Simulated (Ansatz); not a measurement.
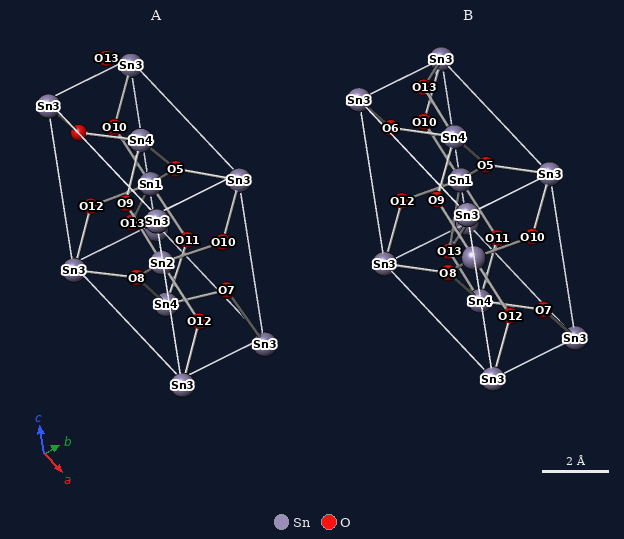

Two geometries of a defect cell of composition Sn$_{4}$O$_{9}$, drawn at one scale. One is the start of a relaxation, the other its converged end. The picture is a ball-and-stick view of the cell of the calculation, seen slightly off an axis.

All numbers below come from DFT PBE, scalar-relativistic, plane waves, PAW (Ansatz). Settings: plane-wave cutoff 420 eV; k-point mesh 3 × 3 × 3; occupations gaussian; smearing width 0.02 eV; no spin polarisation; atoms relaxed in a fixed cell; force threshold 0.02 eV/Å; at most 60 steps.

Q: Which of the two is the end point?

A: Structure A is the relaxed one. Case: O interstitial, charge +0, atoms relaxed. The atoms of the start lie slightly off their symmetric places, so part of the fall in energy undoes that. The largest move is that of O13, 1.02 Å along [−1 1 1]. By element the largest moves are O 1.02 Å, Sn 0.20 Å. The cell stays as it was. Among the contacts that change: Sn4–O13 2.564 → 3.561 Å, Sn2–O13 2.567 → 3.166 Å, Sn3–O7 2.089 → 2.639 Å, Sn3–O13 2.542 → 2.041 Å. Among the angles between lasting bonds that change: Sn1–O13–Sn3 96.8° → 135.1°, O6–Sn3–O13 132.9° → 161.0°, O12–Sn3–O13 131.3° → 105.1°. The energy falls by 4.084 eV per cell of the calculation in 14 accepted moves (16 points after the start). Largest force component: 2.9 eV/Å at the start, 0.0054 eV/Å at the end. The line search rejected the trial step at point 10 of the run. 1 step only repeated the SCF at the same geometry. The run took 3.4 min on 4 threads of Intel(R) Xeon(R) Processor @ 2.50GHz (Skylake/Cascade Lake), on a shared host, peak memory 0.61 GiB.

Limits of the set-up: the periodic images lie only 5.8 Å apart, so the values are limited by the cell's size.
